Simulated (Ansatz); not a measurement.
```xyz
8
Lattice="3.6069 0.0000 0.0000 0.0000 0.0000 -3.6069 0.0000 3.6069 0.0000" Properties=species:S:1:pos:R:3 pbc="T T T"
B     1.8034    0.0000   -1.8034
B     0.0000    1.8034   -1.8034
B     0.0000    0.0000    0.0000
B     1.8034    1.8034    0.0000
N     0.9017    0.9017   -2.7051
N     2.7051    2.7051   -2.7051
N     2.7051    0.9017   -0.9017
N     0.9017    2.7051   -0.9017
```

Space group F-43m; started from the zincblende prototype, which need not be the ambient phase.

Theory: DFT, r2SCAN+rVV10, plane waves, PAW (Ansatz).

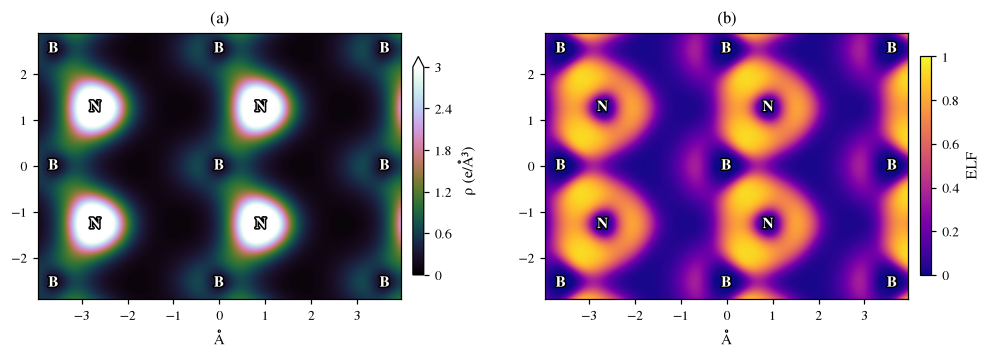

BN. (a) valence pseudo-density; (b) electron localisation function on the (101) plane of the conventional cell.

The density is the valence pseudo-density of a PAW calculation; it isn't the true density close to the nuclei.

**What do the fields say about this system?**

The section cuts through B and N sites.
B–N (1.56 Å): ρ at the midpoint is about 1.5 e/Å³; the ELF peaks at about 0.95 between the atoms (a polar covalent bond).
Between the atoms the lowest density in this plane is 0.08 e/Å³.
